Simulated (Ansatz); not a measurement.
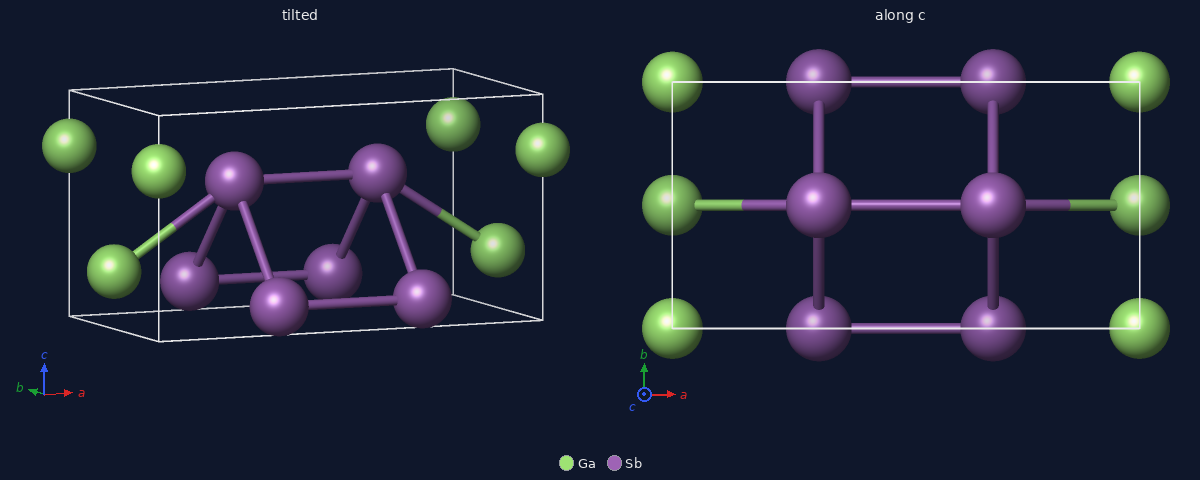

Ball-and-stick drawing of the structure, looking slightly off an axis and along the c axis. The conventional unit cell is drawn as a box. Cell: a = 8.26 Å, b = 4.35 Å, c = 4.48 Å, α = 90.00°, β = 90.00°, γ = 90.00°.

The initial geometry was a random cell made by a generator, so it need not be a real form of the compound. Earlier steps of the study may have refined or changed the cell and positions. A calculation with Ansatz used it as input.

Question: Explain the picture.

Answer: Its composition is GaSb$_{2}$. It is base-centred orthorhombic, space group Amm2 (No. 38). Cell content 2 Ga, 4 Sb; Z = 2. With all contacts inside bonding distance counted, the coordination numbers are Ga 2 and Sb 6.

Level of theory and settings: DFT PBE, scalar-relativistic, plane waves, PAW (Ansatz 0.2.0), a basis cut at 420 eV, k-points about 0.13 Å⁻¹ apart, Gaussian smearing of 0.1 eV, no spin polarisation.

Question: What is the electronic character?

Answer: A metal: bands cross the Fermi level.

Question: How charged are the atoms, by the Bader scheme?

Answer: Ga +0.14 e; Sb -0.07 e.

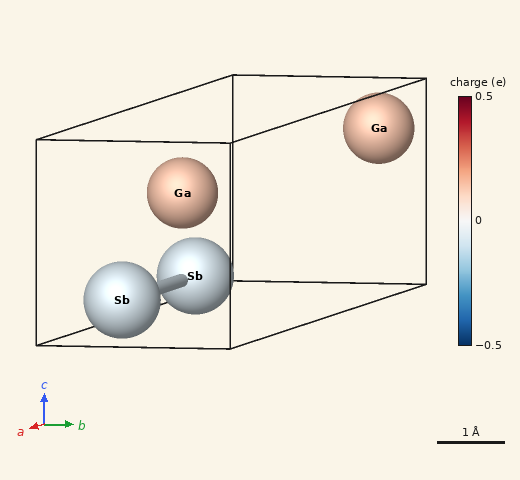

The atoms coloured by those charges. The run's cell of 3 atoms is drawn, so axes and origin can differ from the first picture.

Question: Does the calculation find this structure at rest?

Answer: Yes. All forces vanish to within 0.01 eV/Å. The pressure is 0.0 GPa, close to zero.
